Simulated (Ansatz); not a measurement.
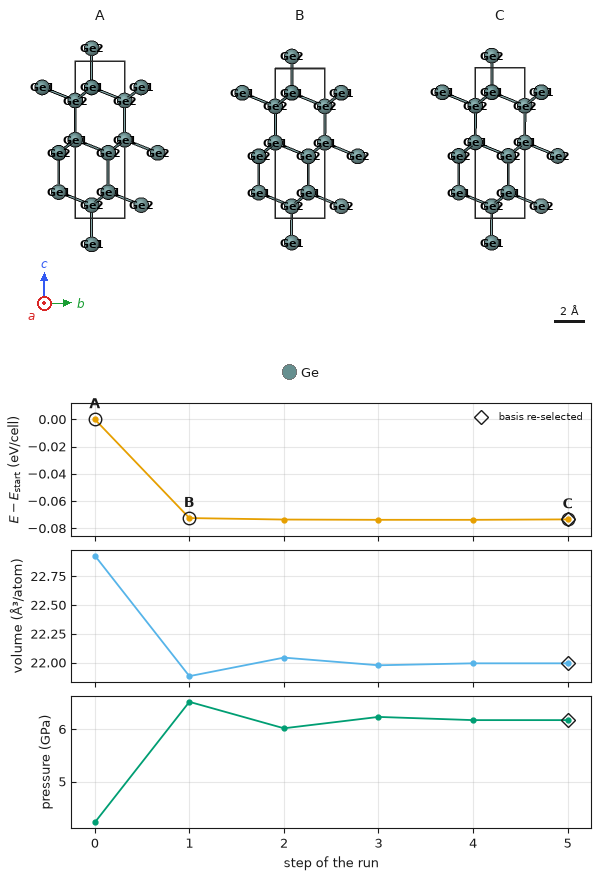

Frames of a relaxation of crystalline Ge (set up in R-3m), marked on the history of the run. A ball-and-stick model of the conventional cell (3 times the calculation's cell), seen along the a axis. Lengths and directions refer to the drawn axes.

Case: film's bulk on the substrate's plane, third vector and atoms relaxed.

Computed with DFT PBE, scalar-relativistic, plane waves, PAW (Ansatz). Set-up: plane-wave cutoff 420 eV; k-point mesh 9 × 9 × 10; occupations gaussian; smearing width 0.1 eV; no spin polarisation; cell relaxed at fixed a, b, gamma; force threshold 0.01 eV/Å; at most 50 steps.

Question: Describe the path.

Answer: The largest moves relative to the cell, 0.034 Å, are those of Ge1 and Ge2. Ge1 goes along +c. Cell: a = b unchanged at 3.868 Å, c 10.620 → 10.186 Å (−4.1 %). Volume −4.1 %. Among the contacts that change: Ge1–Ge2 2.655 → 2.479 Å, Ge1–Ge2 (another image) 2.402 → 2.414 Å. Within 0.06 Å the space group is R-3m at the start and R-3m at the end; at a tighter tolerance small leftover displacements or strains of the cell lower it. The energy falls by 73.4 meV per cell of the calculation in 4 accepted moves (5 points after the start). Largest force component: 0.78 eV/Å at the start, 0.00094 eV/Å at the end. Pressure: 4.22 GPa at the start and 6.17 GPa at the end. The SCF was repeated once at an unchanged geometry on a basis and grid sized afresh for the cell, which shifted the energy by 0.3 meV per cell of the calculation at most. From step 0 to 1: Ge atoms move most (0.04 Å), volume −4.6 %, energy −72.5 meV per cell of the calculation. From step 1 to 5: volume +0.5 %, energy −1.0 meV per cell of the calculation.
